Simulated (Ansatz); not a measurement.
Sr

```xyz
4
Lattice="4.3531 0.0000 0.0000 0.0000 6.7267 0.0000 0.0000 0.0000 7.5042" Properties=species:S:1:pos:R:3 pbc="T T T"
Sr    0.0000    2.2422    1.8761
Sr    2.1766    5.6056    1.8761
Sr    2.1766    1.1211    5.6282
Sr    0.0000    4.4845    5.6282
```

Space group Cmcm; changed on purpose from its base cell (strain +e along x and -e along y +0.0550, strain +e along z and -e/2 along x and y +0.0700).

Method: DFT PBE, scalar-relativistic, plane waves, PAW (Ansatz).

> What can the converged valence pseudo-density and electron localisation function tell about the bonding?

Sr–Sr (4.37 Å): the density is about 0.04 e/Å³ at the midpoint; the ELF is about 0.35 at the midpoint; no localised pair shows between them.

> Does the calculation make it a metal, or give it a gap?

It is gapless in this calculation (a metal or semimetal).

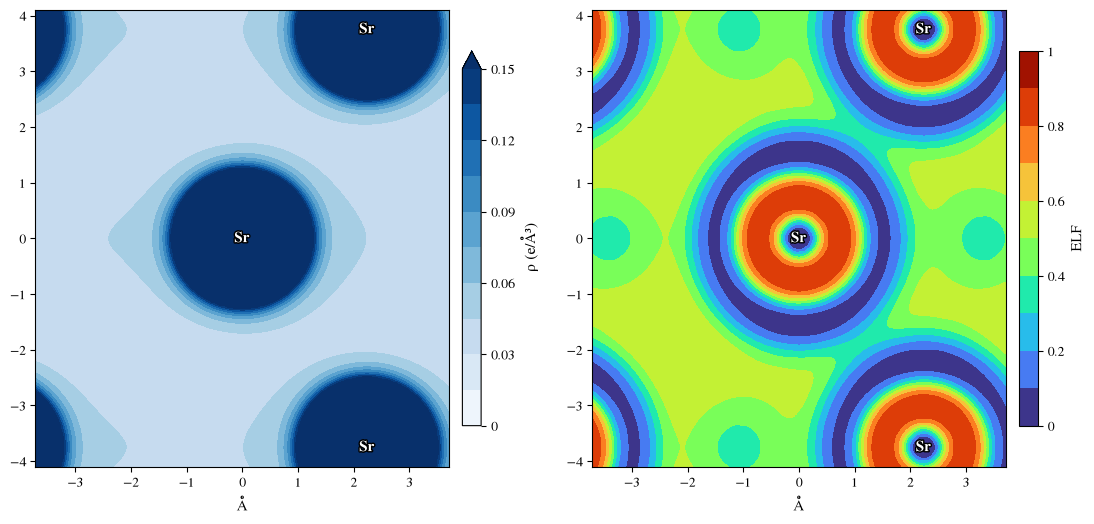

Computed valence pseudo-density and electron localisation function on the (100) plane of the conventional cell, in this order. 

The density is the valence pseudo-density of a PAW calculation; it isn't the true density close to the nuclei.
